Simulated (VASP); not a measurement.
**Run report: CdS, optical-spectrum calculation (part 3 of 3)**

CdS (4 atoms in the cell); Kohn-Sham DFT of a periodic cell, PBE, VASP PAW PBE potentials, recommended, no spin polarisation (VASP 6.6.1); cutoff 520 eV, 9×9×4 k-mesh, Gaussian smearing of 0.03 eV. The structure derives from an entry of the Crystallography Open Database.

Geometry of the input (Å; fractional positions):
```
4.1315  0.0000  -0.0000
-2.0657  3.5780  -0.0000
-0.0000  0.0000  6.7246
Cd 0.3333  0.6667  0.9993
Cd 0.6667  0.3333  0.4993
S  0.3333  0.6667  0.3757
S  0.6667  0.3333  0.8757
```

### Parts of OUTCAR, continued
```
    43.79026     0.83642     0.83642     0.83643    -0.00000     0.00000     0.00000
    44.24171     0.84033     0.84033     0.84035    -0.00000     0.00000     0.00000
    44.69316     0.84409     0.84409     0.84411    -0.00000     0.00000     0.00000

  frequency dependent IMAGINARY DIELECTRIC FUNCTION (independent particle, no local field effects) current-current
     E(ev)      X         Y         Z        XY        YZ        ZX
  --------------------------------------------------------------------------------------------------------------
     0.00000    23.82020    23.82020    24.38914     0.00000     0.00000    -0.00000
     0.45145     1.24215     1.24215     1.27126     0.00000     0.00000    -0.00000
     0.90289     0.80284     0.80284     0.79649     0.00000     0.00000    -0.00000
     1.35434     0.98124     0.98124     1.70675     0.00000     0.00000    -0.00000
     1.80578     0.79105     0.79105     0.93278     0.00000    -0.00000    -0.00000
     2.25723     2.16107     2.16107     0.71524     0.00000     0.00000    -0.00000
     2.70868     3.97096     3.97096     0.91439     0.00000     0.00000    -0.00000
     3.16012     2.02252     2.02252     2.55834     0.00000     0.00000    -0.00000
     3.61157     3.56077     3.56077     3.05544     0.00000     0.00000     0.00000
     4.06301     7.73682     7.73682     7.35295    -0.00000    -0.00000    -0.00000
     4.51446     4.61454     4.61454     5.73760     0.00000     0.00000     0.00000
     4.96591     5.65731     5.65731     9.50514     0.00000     0.00000     0.00000
     5.41735     6.17164     6.17164    19.37464    -0.00000     0.00000     0.00000
     5.86880     3.58118     3.58118     2.03236     0.00000    -0.00000     0.00000
     6.32024     7.95309     7.95309     7.71026    -0.00000     0.00000    -0.00000
     6.77169     9.92170     9.92170    12.60994    -0.00000    -0.00000     0.00000
     7.22314     7.10689     7.10689     4.53637     0.00000    -0.00000     0.00000
     7.67458     6.77669     6.77669     8.21736     0.00000     0.00000     0.00000
     8.12603     5.33942     5.33942     5.98082    -0.00000    -0.00000     0.00000
     8.57747     3.40318     3.40318     3.80972    -0.00000    -0.00000     0.00000
     9.02892     2.04655     2.04655     1.70408     0.00000    -0.00000     0.00000
     9.48037     2.40230     2.40230     2.13891     0.00000     0.00000     0.00000
     9.93181     2.28880     2.28880     2.63478     0.00000     0.00000     0.00000
    10.38326     1.51554     1.51554     1.84565    -0.00000     0.00000     0.00000
    10.83470     1.50426     1.50426     1.08298     0.00000     0.00000     0.00000
    11.28615     1.54051     1.54051     1.48573    -0.00000    -0.00000     0.00000
    11.73760     1.54327     1.54327     1.65381    -0.00000    -0.00000     0.00000
    12.18904     0.96686     0.96686     0.75488     0.00000    -0.00000    -0.00000
    12.64049     1.03566     1.03566     0.89211    -0.00000    -0.00000    -0.00000
    13.09193     0.94638     0.94638     0.92725     0.00000     0.00000     0.00000
    13.54338     0.79006     0.79006     0.99937    -0.00000    -0.00000    -0.00000
    13.99483     1.18452     1.18452     1.09848    -0.00000     0.00000    -0.00000
    14.44627     0.90468     0.90468     1.20434     0.00000    -0.00000    -0.00000
    14.89772     0.96473     0.96473     0.87758    -0.00000    -0.00000    -0.00000
    15.34916     0.64376     0.64376     0.75712    -0.00000    -0.00000    -0.00000
    15.80061     0.66274     0.66274     0.56765    -0.00000    -0.00000     0.00000
    16.25206     0.67279     0.67279     0.73700    -0.00000    -0.00000    -0.00000
    16.70350     0.51574     0.51574     0.60769    -0.00000    -0.00000    -0.00000
    17.15495     0.45563     0.45563     0.48484     0.00000     0.00000     0.00000
    17.60639     0.50541     0.50541     0.41071    -0.00000    -0.00000    -0.00000
    18.05784     0.45600     0.45600     0.39318    -0.00000     0.00000     0.00000
    18.50929     0.33800     0.33800     0.28422    -0.00000     0.00000     0.00000
    18.96073     0.44829     0.44829     0.42576     0.00000     0.00000    -0.00000
    19.41218     0.54046     0.54046     0.57578     0.00000     0.00000     0.00000
    19.86362     0.53618     0.53618     0.57099     0.00000     0.00000    -0.00000
    20.31507     0.35501     0.35501     0.35778    -0.00000    -0.00000     0.00000
    20.76652     0.40417     0.40417     0.40032    -0.00000     0.00000     0.00000
    21.21796     0.33995     0.33995     0.38383     0.00000     0.00000     0.00000
    21.66941     0.39887     0.39887     0.32309     0.00000     0.00000    -0.00000
    22.12086     0.34691     0.34691     0.31069    -0.00000    -0.00000    -0.00000
    22.57230     0.33139     0.33139     0.39261     0.00000     0.00000    -0.00000
    23.02375     0.29211     0.29211     0.31740    -0.00000     0.00000    -0.00000
    23.47519     0.31722     0.31722     0.24792     0.00000    -0.00000     0.00000
    23.92664     0.27782     0.27782     0.27000     0.00000     0.00000     0.00000
    24.37809     0.26585     0.26585     0.27071     0.00000     0.00000    -0.00000
    24.82953     0.19850     0.19850     0.21974    -0.00000    -0.00000     0.00000
    25.28098     0.25343     0.25343     0.25806    -0.00000     0.00000    -0.00000
    25.73242     0.21396     0.21396     0.18391     0.00000     0.00000    -0.00000
    26.18387     0.17903     0.17903     0.20231    -0.00000     0.00000     0.00000
    26.63532     0.19255     0.19255     0.22990    -0.00000     0.00000     0.00000
    27.08676     0.16695     0.16695     0.17192    -0.00000     0.00000    -0.00000
    27.53821     0.18130     0.18130     0.16682     0.00000    -0.00000    -0.00000
    27.98965     0.16762     0.16762     0.15648     0.00000    -0.00000    -0.00000
    28.44110     0.15382     0.15382     0.13953     0.00000     0.00000     0.00000
    28.89255     0.17908     0.17908     0.16422     0.00000     0.00000    -0.00000
    29.34399     0.20919     0.20919     0.20879    -0.00000    -0.00000    -0.00000
    29.79544     0.18650     0.18650     0.22054    -0.00000     0.00000    -0.00000
    30.24688     0.15453     0.15453     0.14886    -0.00000     0.00000     0.00000
    30.69833     0.15936     0.15936     0.15897    -0.00000    -0.00000     0.00000
    31.14978     0.13814     0.13814     0.16488     0.00000     0.00000     0.00000
    31.60122     0.11856     0.11856     0.09584    -0.00000     0.00000    -0.00000
    32.05267     0.03057     0.03057     0.04119    -0.00000    -0.00000    -0.00000
    32.50411     0.00818     0.00818     0.01398    -0.00000    -0.00000     0.00000
    32.95556     0.00708     0.00708     0.00501    -0.00000    -0.00000     0.00000
    33.40701     0.00425     0.00425     0.00424    -0.00000     0.00000    -0.00000
    33.85845     0.00484     0.00484     0.00673    -0.00000     0.00000     0.00000
    34.30990     0.00539     0.00539     0.00482    -0.00000    -0.00000     0.00000
    34.76134     0.00382     0.00382     0.00561    -0.00000     0.00000     0.00000
    35.21279     0.00308     0.00308     0.00275    -0.00000     0.00000     0.00000
    35.66424     0.00493     0.00493     0.00702    -0.00000     0.00000     0.00000
    36.11568     0.00357     0.00357     0.00308    -0.00000    -0.00000    -0.00000
    36.56713     0.00189     0.00189     0.00180    -0.00000     0.00000     0.00000
    37.01857     0.00051     0.00051     0.00069    -0.00000     0.00000     0.00000
    37.47002     0.00030     0.00030     0.00031    -0.00000     0.00000     0.00000
    37.92147     0.00025     0.00025     0.00025    -0.00000     0.00000     0.00000
    38.37291     0.00021     0.00021     0.00022    -0.00000     0.00000     0.00000
    38.82436     0.00019     0.00019     0.00019    -0.00000     0.00000     0.00000
    39.27580     0.00017     0.00017     0.00017    -0.00000     0.00000     0.00000
    39.72725     0.00015     0.00015     0.00015    -0.00000     0.00000     0.00000
    40.17870     0.00014     0.00014     0.00014    -0.00000     0.00000     0.00000
    40.63014     0.00012     0.00012     0.00012    -0.00000     0.00000     0.00000
    41.08159     0.00011     0.00011     0.00011    -0.00000     0.00000     0.00000
    41.53303     0.00010     0.00010     0.00010    -0.00000     0.00000     0.00000
    41.98448     0.00009     0.00009     0.00009    -0.00000     0.00000     0.00000
    42.43593     0.00009     0.00009     0.00009    -0.00000     0.00000     0.00000
    42.88737     0.00008     0.00008     0.00008    -0.00000     0.00000     0.00000
    43.33882     0.00007     0.00007     0.00007    -0.00000     0.00000     0.00000
    43.79026     0.00007     0.00007     0.00007    -0.00000     0.00000     0.00000
    44.24171     0.00006     0.00006     0.00006    -0.00000     0.00000     0.00000
    44.69316     0.00006     0.00006     0.00006    -0.00000     0.00000     0.00000

  frequency dependent      REAL DIELECTRIC FUNCTION (independent particle, no local field effects) current-current
     E(ev)        X           Y           Z          XY          YZ          ZX
  --------------------------------------------------------------------------------------------------------------
     0.00000     6.37152     6.37152     6.49981     0.00000     0.00000    -0.00000
     0.45145     6.48052     6.48052     6.61092     0.00000     0.00000    -0.00000
     0.90289     7.01772     7.01772     7.12118     0.00000     0.00000    -0.00000
     1.35434     5.13755     5.13755     4.79222     0.00000     0.00000    -0.00000
     1.80578     7.53527     7.53527     8.08521     0.00000     0.00000    -0.00000
     2.25723     5.57867     5.57867     5.04653     0.00000     0.00000    -0.00000
     2.70868     8.55725     8.55725     8.26901     0.00000     0.00000    -0.00000
     3.16012     6.88060     6.88060     7.96062     0.00000    -0.00000     0.00000
     3.61157     5.40195     5.40195     7.89352    -0.00000    -0.00000     0.00000
     4.06301     8.65037     8.65037    12.37616     0.00000    -0.00000     0.00000
     4.51446     6.89030     6.89030     7.62708     0.00000     0.00000    -0.00000
     4.96591     4.93729     4.93729     4.39011     0.00000    -0.00000    -0.00000
     5.41735     5.37260     5.37260     3.01413    -0.00000    -0.00000    -0.00000
     5.86880     4.40634     4.40634     3.52697    -0.00000     0.00000    -0.00000
     6.32024     3.41929     3.41929     4.49271    -0.00000     0.00000    -0.00000
     6.77169    -0.90953    -0.90953    -0.59785    -0.00000     0.00000     0.00000
     7.22314     0.04746     0.04746    -1.11642    -0.00000    -0.00000     0.00000
     7.67458    -0.00014    -0.00014     0.30482     0.00000    -0.00000     0.00000
     8.12603    -3.99343    -3.99343    -3.95479     0.00000    -0.00000     0.00000
     8.57747    -2.27322    -2.27322    -3.65933    -0.00000    -0.00000    -0.00000
     9.02892    -1.63242    -1.63242    -1.49613     0.00000     0.00000    -0.00000
     9.48037    -2.11893    -2.11893    -1.80488     0.00000     0.00000     0.00000
     9.93181    -1.89738    -1.89738    -0.81787    -0.00000    -0.00000    -0.00000
    10.38326    -1.09388    -1.09388    -0.89660    -0.00000    -0.00000     0.00000
    10.83470    -0.27507    -0.27507    -0.98194    -0.00000     0.00000     0.00000
    11.28615    -0.81838    -0.81838    -0.63598    -0.00000    -0.00000     0.00000
    11.73760    -0.53838    -0.53838    -0.53770     0.00000    -0.00000    -0.00000
    12.18904    -0.52374    -0.52374    -0.68955     0.00000    -0.00000    -0.00000
    12.64049    -0.13468    -0.13468    -0.18492     0.00000    -0.00000     0.00000
    13.09193    -0.38967    -0.38967    -0.14562     0.00000     0.00000    -0.00000
    13.54338    -0.08482    -0.08482    -0.21289     0.00000     0.00000    -0.00000
    13.99483    -0.12005    -0.12005     0.02997     0.00000     0.00000    -0.00000
    14.44627    -0.19629    -0.19629    -0.18331    -0.00000     0.00000    -0.00000
    14.89772    -0.30661    -0.30661    -0.48991     0.00000    -0.00000     0.00000
    15.34916    -0.06411    -0.06411    -0.07783    -0.00000     0.00000    -0.00000
    15.80061     0.19480     0.19480     0.05235    -0.00000     0.00000     0.00000
    16.25206     0.02897     0.02897     0.05862    -0.00000    -0.00000     0.00000
    16.70350     0.07468     0.07468     0.03433     0.00000     0.00000     0.00000
    17.15495     0.26646     0.26646     0.22381    -0.00000     0.00000     0.00000
    17.60639     0.21771     0.21771     0.15363    -0.00000     0.00000     0.00000
    18.05784     0.16367     0.16367     0.21052     0.00000     0.00000     0.00000
    18.50929     0.24253     0.24253     0.35245     0.00000     0.00000    -0.00000
    18.96073     0.47000     0.47000     0.44207    -0.00000     0.00000    -0.00000
    19.41218     0.36941     0.36941     0.47990     0.00000    -0.00000    -0.00000
    19.86362     0.32991     0.32991     0.20648    -0.00000    -0.00000    -0.00000
    20.31507     0.27541     0.27541     0.33939    -0.00000    -0.00000     0.00000
    20.76652     0.40947     0.40947     0.38518     0.00000     0.00000     0.00000
    21.21796     0.33074     0.33074     0.31688     0.00000    -0.00000    -0.00000
    21.66941     0.45459     0.45459     0.33219    -0.00000    -0.00000    -0.00000
    22.12086     0.40838     0.40838     0.43459     0.00000     0.00000    -0.00000
    22.57230     0.37546     0.37546     0.40168     0.00000     0.00000     0.00000
    23.02375     0.46924     0.46924     0.46718     0.00000     0.00000     0.00000
    23.47519     0.45667     0.45667     0.45531     0.00000    -0.00000    -0.00000
    23.92664     0.40347     0.40347     0.40894     0.00000     0.00000    -0.00000
    24.37809     0.40459     0.40459     0.44011    -0.00000     0.00000     0.00000
    24.82953     0.49374     0.49374     0.47250    -0.00000     0.00000    -0.00000
    25.28098     0.49804     0.49804     0.49515     0.00000     0.00000     0.00000
    25.73242     0.53945     0.53945     0.52409     0.00000     0.00000     0.00000
    26.18387     0.54483     0.54483     0.59342    -0.00000    -0.00000    -0.00000
    26.63532     0.54365     0.54365     0.48939     0.00000    -0.00000    -0.00000
    27.08676     0.52332     0.52332     0.48558    -0.00000    -0.00000    -0.00000
    27.53821     0.59556     0.59556     0.51485    -0.00000     0.00000     0.00000
    27.98965     0.55943     0.55943     0.58192     0.00000     0.00000     0.00000
    28.44110     0.58769     0.58769     0.61134    -0.00000     0.00000     0.00000
    28.89255     0.62083     0.62083     0.63557    -0.00000    -0.00000     0.00000
    29.34399     0.58018     0.58018     0.58664    -0.00000    -0.00000    -0.00000
    29.79544     0.55973     0.55973     0.52476    -0.00000    -0.00000     0.00000
    30.24688     0.55317     0.55317     0.56574     0.00000    -0.00000    -0.00000
    30.69833     0.57591     0.57591     0.57747     0.00000    -0.00000     0.00000
    31.14978     0.58025     0.58025     0.55699    -0.00000    -0.00000    -0.00000
    31.60122     0.50879     0.50879     0.51285    -0.00000    -0.00000    -0.00000
    32.05267     0.54009     0.54009     0.54531     0.00000    -0.00000    -0.00000
    32.50411     0.59142     0.59142     0.59359    -0.00000    -0.00000    -0.00000
    32.95556     0.62662     0.62662     0.62466     0.00000    -0.00000    -0.00000
    33.40701     0.65007     0.65007     0.65037    -0.00000    -0.00000    -0.00000
    33.85845     0.66687     0.66687     0.66861    -0.00000    -0.00000    -0.00000
    34.30990     0.68451     0.68451     0.68595    -0.00000    -0.00000    -0.00000
    34.76134     0.69631     0.69631     0.69310     0.00000    -0.00000    -0.00000
    35.21279     0.70944     0.70944     0.70997     0.00000    -0.00000    -0.00000
    35.66424     0.71952     0.71952     0.71905    -0.00000    -0.00000    -0.00000
    36.11568     0.72878     0.72878     0.72966    -0.00000    -0.00000    -0.00000
    36.56713     0.73909     0.73909     0.73867    -0.00000    -0.00000    -0.00000
    37.01857     0.74759     0.74759     0.74697    -0.00000    -0.00000    -0.00000
    37.47002     0.75654     0.75654     0.75643    -0.00000    -0.00000    -0.00000
    37.92147     0.76470     0.76470     0.76465    -0.00000    -0.00000    -0.00000
    38.37291     0.77224     0.77224     0.77222    -0.00000    -0.00000    -0.00000
    38.82436     0.77929     0.77929     0.77928    -0.00000    -0.00000    -0.00000
    39.27580     0.78592     0.78592     0.78592    -0.00000    -0.00000    -0.00000
    39.72725     0.79217     0.79217     0.79218    -0.00000    -0.00000    -0.00000
    40.17870     0.79809     0.79809     0.79810    -0.00000    -0.00000    -0.00000
    40.63014     0.80371     0.80371     0.80373    -0.00000    -0.00000    -0.00000
    41.08159     0.80906     0.80906     0.80907    -0.00000    -0.00000    -0.00000
    41.53303     0.81415     0.81415     0.81416    -0.00000    -0.00000    -0.00000
    41.98448     0.81901     0.81901     0.81902    -0.00000    -0.00000    -0.00000
    42.43593     0.82365     0.82365     0.82367    -0.00000    -0.00000    -0.00000
    42.88737     0.82809     0.82809     0.82811    -0.00000    -0.00000    -0.00000
    43.33882     0.83234     0.83234     0.83236    -0.00000    -0.00000    -0.00000
    43.79026     0.83642     0.83642     0.83644    -0.00000    -0.00000    -0.00000
    44.24171     0.84034     0.84034     0.84035    -0.00000    -0.00000    -0.00000
    44.69316     0.84410     0.84410     0.84412    -0.00000    -0.00000    -0.00000
```

### CONTCAR
```
CdS
   1.00000000000000
     4.1314640065999999    0.0000000000000000    0.0000000000000000
    -2.0657320033000000    3.5779527844999999    0.0000000000000000
     0.0000000000000000    0.0000000000000000    6.7246200047000002
  Cd              S
     2     2
Direct
     0.3333333332999970    0.6666666667000030    0.9993194298706740
     0.6666666667000030    0.3333333332999970    0.4993194298706740
     0.3333333332999970    0.6666666667000030    0.3756805701293260
     0.6666666667000030    0.3333333332999970    0.8756805701293260

  0.00000000E+00  0.00000000E+00  0.00000000E+00
  0.00000000E+00  0.00000000E+00  0.00000000E+00
  0.00000000E+00  0.00000000E+00  0.00000000E+00
  0.00000000E+00  0.00000000E+00  0.00000000E+00
```

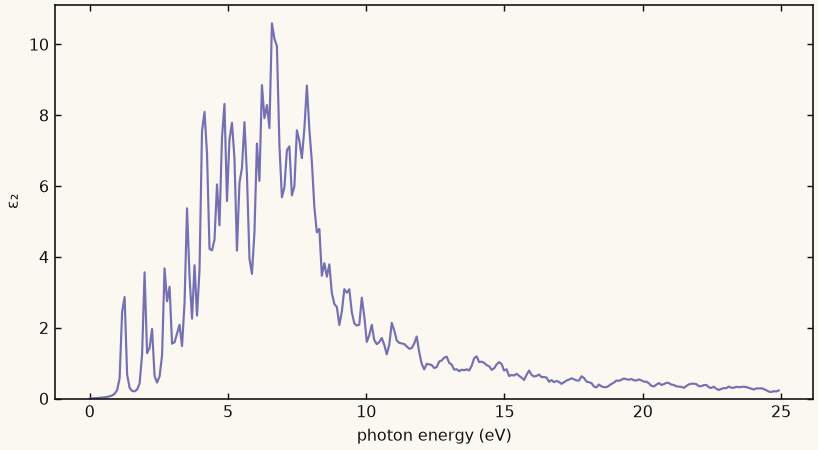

**Figure 1.** Imaginary part of the dielectric function (first component that the program prints). The highest peak, 10.6, lies at 6.59 eV.

### Summary

```tsv
quantity	value
outcome	converged
space group (tolerance 0.01 Å)	P6₃mc (186)
electrons treated	36
free energy	−12.2501 eV
gap on the k-point mesh	1.22 eV
pressure	3.13 GPa
largest force (length of the vector)	0.002 eV/Å
wall time	97 s (CPU time 3.2 min)
peak memory	0.42 GiB
```
